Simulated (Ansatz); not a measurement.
# Single-point calculation, with input and output: Mo (charge +6)

- system: Mo (Im-3m, 1 atom in the cell, total charge +6)
- method: DFT, PBEsol, plane waves, PAW, no spin polarisation (Ansatz 0.2.0)

The structure derives from an entry of the Crystallography Open Database. Some settings of this run were made unusual or wrong on purpose. Figures and captions count atoms from 1; the log counts them from 0 in places.

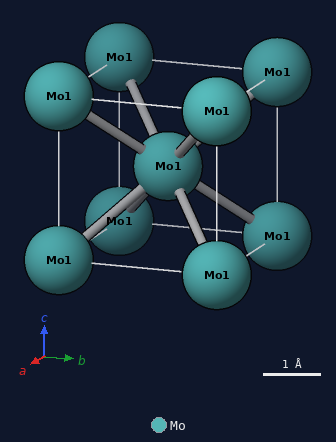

The structure as given in the input (ball-and-stick view of the cell 2 times as large as that of the calculation, set on its symmetry axes, seen slightly off an axis; atoms are numbered from 1 in the order of the input). An atom can appear more than once, as a periodic image. Near neighbours in the periodic cell (some may lie outside the picture): Mo has 8 Mo at 2.57 Å.

### Input
```yaml
crystal:
  lattice:
    - [-1.4864207557, 1.4864207557, 1.4864207557]
    - [1.4864207557, -1.4864207557, 1.4864207557]
    - [1.4864207557, 1.4864207557, -1.4864207557]
  atoms:
    - { symbol: Mo, position: [0.0, 0.0, 0.0] }
basis:
  ecutwfc: 420
kpoints:
  mp_grid: { grid: [26, 26, 26] }
hamiltonian:
  xc: pbesol
scf:
  occupations: { method: gaussian, width: 0.15 }
  max_iter: 60
output:
  forces: true
  eigenvalues: true
  stress: true
total_charge: 6
```

Hardware: 2 threads of Arm Neoverse V1, 24 GiB of memory available, shared host.

Command:
```bash
ansatz run input.yaml --threads 2 --pin off --max-ram 5120MiB --backend cpu --events-out ev --progress --plain --runs-dir out
```

### What the program printed
```
Engine: ansatz 0.2.0, aarch64-unknown-linux-gnu
Pseudopotentials: kind: paw
Pseudopotential: Mo, paw, valence charge 14, recommended cutoff 420 eV (normal), Mo.paw.azcp
Functional definition: PBEsol
  exchange = pbesol_x
  correlation = pbesol_c
Crystal: 1 atoms, lattice volume = 13.137 Å³
Basis set: ecut = 420 eV, 249 PW (Γ), exchange–correlation on 36×36×36 points (8 copies of the dense FFT grid, shifted against one another)
Bands: 8, of which v1, the nominal top of the filled ones, is band 4 counted from 1 (3 counted from 0)
Symmetry: 48 space group operations
Space group: Im-3m (ITA 229), of the structure as read, at distance tolerance 2.4e-5 Å
k-points: 511 of 17576
Non-local potential: Mo, projectors of the file, l = 0: 3, l = 1: 2, l = 2: 2, l = 3: 1
PAW form: soft (Blöchl's): semilocal exchange-correlation on the pseudo side does not see the compensation charge
PAW frozen core: Mo, regenerated for the run's functional, and the local potential with it (the file was generated under x = pbe(κ = 0.804, μ = 0.2195149727645171), c = pbe(β = 0.06672455060314922))
PAW one-centre angular grid: Mo, 590 points (default); XC on 64 Gauss nodes
Initial density: superposition of atomic densities (neutral atoms scaled as one to the charged cell's electrons: chi_scale 0, normalization atom), corrected by the library's trained network
Initial wavefunctions: pseudopotential atomic-orbital guess
Functional: x = pbesol(κ = 0.804, μ = 0.12345679012345678), c = pbesol(β = 0.046)
SCF iter   1: F=—  HF=-5057.248809 eV  |F-HF|=—  |Δ(HF+E_count)|=         —  Δρ=6.35e-1  dr2=3.98e1  ethr=1.77e-3  ⟨swp⟩=4.9  Hψ=31662  notcnv=0
preconditioner: auto → none  [insulator: Δε(μ)=39.240 eV  Ē_g=41.222 eV  σ=0.150 eV  W_gap=1.00  n_scr=0 (ndim 8)  ℏωp=25.1 eV  f_vac=0.000  D(μ)=0.00/eV (n_scr^D=0)  ε∞_Penn≈1.4]
SCF iter   2: F=—  HF=-5039.228742 eV  |F-HF|=—  |Δ(HF+E_count)|=    1.80e1  Δρ=2.19e-1  dr2=5.41e0  ethr=1.77e-3  ⟨swp⟩=3.8  Hψ=17306  notcnv=0
SCF iter   3: F=—  HF=-5037.416766 eV  |F-HF|=—  |Δ(HF+E_count)|=    1.81e0  Δρ=3.54e-2  dr2=4.70e-2  ethr=1.77e-3  ⟨swp⟩=4.5  Hψ=13752  notcnv=0  defer=1
SCF iter   4: F=—  HF=-5037.467001 eV  |F-HF|=—  |Δ(HF+E_count)|=   5.02e-2  Δρ=4.59e-3  dr2=1.75e-3  ethr=5.87e-4  ⟨swp⟩=3.0  Hψ=9250  notcnv=0  defer=1
SCF iter   5: F=—  HF=-5037.465932 eV  |F-HF|=—  |Δ(HF+E_count)|=   1.07e-3  Δρ=4.71e-4  dr2=5.81e-6  ethr=2.19e-5  ⟨swp⟩=2.0  Hψ=6346  notcnv=0
SCF iter   6: F=—  HF=-5037.465837 eV  |F-HF|=—  |Δ(HF+E_count)|=   9.47e-5  Δρ=3.69e-5  dr2=7.47e-8  ethr=1.25e-9  ⟨swp⟩=5.4  Hψ=30653  notcnv=0
SCF iter   7: F=-5037.465837 eV  HF=-5037.465837 eV  |F-HF|=1.88e-10  |Δ(HF+E_count)|=   4.60e-8  Δρ=2.89e-6  dr2=6.46e-10  ethr=9.34e-10  ⟨swp⟩=2.0  Hψ=14091  notcnv=0
SCF 1 converged in 7 iterations: F = -5037.465837 eV  dr2 = 6.46e-10
  greatest PAW one-centre occupation: 0.996 electrons in one spin orbital (limit 2), on the Mo atom at site 0 (counted from 0), in its partial waves of l = 0
```

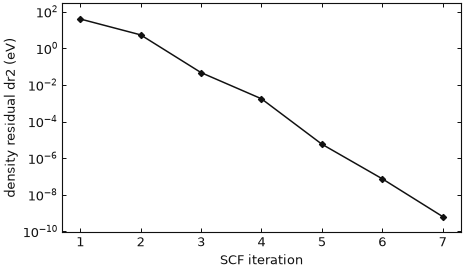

Convergence of the self-consistent field: density residual dr2 against the SCF iteration. The residual falls at every step.

```
SCF converged after 7 iterations
Free energy (F): -5037.465837 eV
Harris-Foulkes:  -5037.465837 eV  (|F-HF|=1.88e-10)
Internal energy: -5037.465837 eV  (E = F + TS)
E sigma→0 (E₀):  -5037.465837 eV
Fermi energy:    5.400478 eV
--- Per-component energies (eV) ---
  E_band       = -148.020895
  E_kinetic    = 293.515515
  E_local      = -639.063531  (includes V_loc(G=0)·N_el)
  E_nonlocal   = 87.434769
  E_hartree    = 181.779902
  E_xc         = -119.236168
  E_vxc        = -145.303022  (∫ρ·V_xc dr)
  E_paw        = -3114.613686  (= ΣΔE_a)
  E_vpaw       = -108.163823  (= ΣTr[D̂ρ^β])
  E_aug_tail   = 0.000022  (compensation charges beyond the density's cutoff)
  E_ewald      = -1727.491959
  E_core_change = 0.209299  (= ΣΔE_core)
  E_smearing   = -0.000000  (= −TS)
  E_closure    = 0.000000  (closes the sum)
  E_deformation_potential = 205.601554  (in the stress; not in F)
  Σ components = -5037.465837   (vs F -5037.465837, Δ=0.00e0)
--- Forces (eV/Å), atoms counted from 1 ---
  atom   1  Mo     0.00000000     0.00000000    -0.00000000
  max |Σ_I F_I| component: 8.22e-32 eV/Å
--- Stress (GPa, compression-positive) ---
      650.984780      -0.000000       0.000000
       -0.000000     650.984780       0.000000
        0.000000       0.000000     650.984780
  P = ⅓ Tr σ = 650.9848 GPa (6509.848 kbar)
--- Band table (eV; the first three rows and the last of 511) ---
  k-point 0: bands = ["-38.2426", "-11.3894", "-11.3894", "-11.3894", "24.6488", "24.6488", "24.6488", "24.8291"]
  k-point 1: bands = ["-38.2379", "-11.4121", "-11.3969", "-11.3894", "24.6225", "24.6497", "24.7109", "24.9068"]
  k-point 2: bands = ["-38.2240", "-11.4789", "-11.4191", "-11.3895", "24.5459", "24.6221", "24.8955", "25.1640"]
  k-point 510: bands = ["-37.6705", "-12.4554", "-12.4554", "-12.4554", "22.1883", "22.1883", "29.5834", "29.5834"]
```

### What the run reported

```tsv
quantity	value
outcome	converged
space group (tolerance 0.01 Å)	Im-3m (229)
electrons treated	8
free energy	−5037.4658 eV
Fermi energy	5.400 eV
gap on the k-point mesh	33.58 eV
pressure	650.98 GPa
largest force (length of the vector)	under 0.001 eV/Å
wall time	3.2 s (CPU time 6 s)
peak memory	0.34 GiB
```

The input was spoiled on purpose: a charge that the system can't hold (`total_charge`). The cell cannot bind or give up so many electrons; the background charge dominates. The run converged all the same; its numbers are those of the faulty input and shouldn't be used. The cell is charged and computed with a neutralising background, so its energy and pressure depend on the cell and aren't those of a real crystal.
